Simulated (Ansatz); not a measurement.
System: CoO.

The calculation's input:

```
crystal:
  lattice:
    - [4.1665245094, 0.0, 0.0]
    - [0.0, -4.1665245094, 0.0]
    - [0.0, 0.0, -4.1665245094]
  atoms:
    - { symbol: Co, position: [0.0, 1.0, 1.0], spin: 2.57 }
    - { symbol: Co, position: [0.5, 0.5, 1.0], spin: 2.57 }
    - { symbol: Co, position: [0.5, 1.0, 0.5], spin: 2.57 }
    - { symbol: Co, position: [0.0, 0.5, 0.5], spin: 2.57 }
    - { symbol: O, position: [0.5, 0.0, 0.0], spin: 0.32 }
    - { symbol: O, position: [0.0, 0.5, 0.0], spin: 0.32 }
    - { symbol: O, position: [0.0, 0.0, 0.5], spin: 0.32 }
    - { symbol: O, position: [0.5, 0.5, 0.5], spin: 0.32 }
basis:
  ecutwfc: 420
kpoints:
  mp_grid: { grid: [8, 8, 8] }
hamiltonian:
  xc: pbesol
scf:
  occupations: { method: gaussian, width: 0.1 }
output:
  forces: true
  stress: true
  eigenvalues: true
  populations: true
  write_density: true
  write_potential: true
  elf: true
  volumetric_format: npy
magnetization:
  spin_polarized: true
relax:
  adjacent_minimum: "off"
  f_tol: 0.015
  max_steps: 60
  cell: { stress_tol: 0.15 }
```

Command:

```sh
ansatz run input.yaml --threads 1 --pin off --max-ram 2560MiB --backend cpu --events-out ev --progress --plain --runs-dir out
```

Below, planes, directions and counts refer to the conventional cell (a = 4.17 Å, b = 4.17 Å, c = 4.17 Å, α = 90.00°, β = 90.00°, γ = 90.00°).

The fields are those of the run's last geometry, not of the input's.

Space group Fm-3m; a structure from a database of computed crystals, not necessarily the ambient phase; spin-polarised.

Method: DFT PBEsol, scalar-relativistic, plane waves, PAW in Ansatz 0.2.0.

What will maps of the valence pseudo-density, electron localisation function and spin density show?

Answer. Co–O (2.09 Å): ρ is about 0.48 e/Å³ halfway; the ELF peaks at about 0.80 in the valence shell of O, 0.6 Å from its nucleus, and is about 0.15 at the midpoint; no localised pair shows between them.
The spin density sits on Co: +2.4 μB (×4) in one cell of 8 atoms, with smaller moments on O (up to +0.31 μB): parallel main moments (a ferromagnetic arrangement) in this solution. The cell of the calculation (8 atoms) carries 11.2 μB of net spin moment.

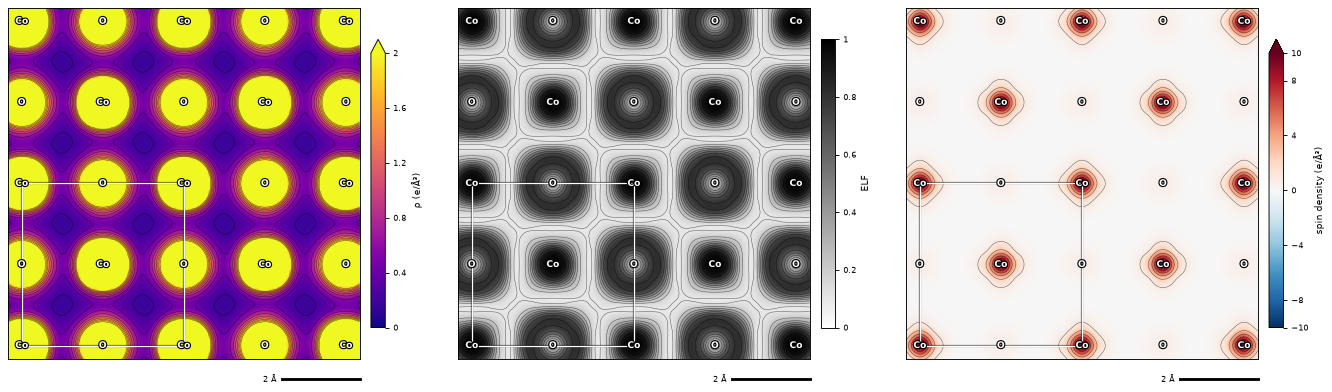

Computed valence pseudo-density, electron localisation function and spin density on the (001) plane of the conventional cell, in this order. 

Core electrons are frozen (PAW), and the valence fields are smoothed inside the atomic spheres.
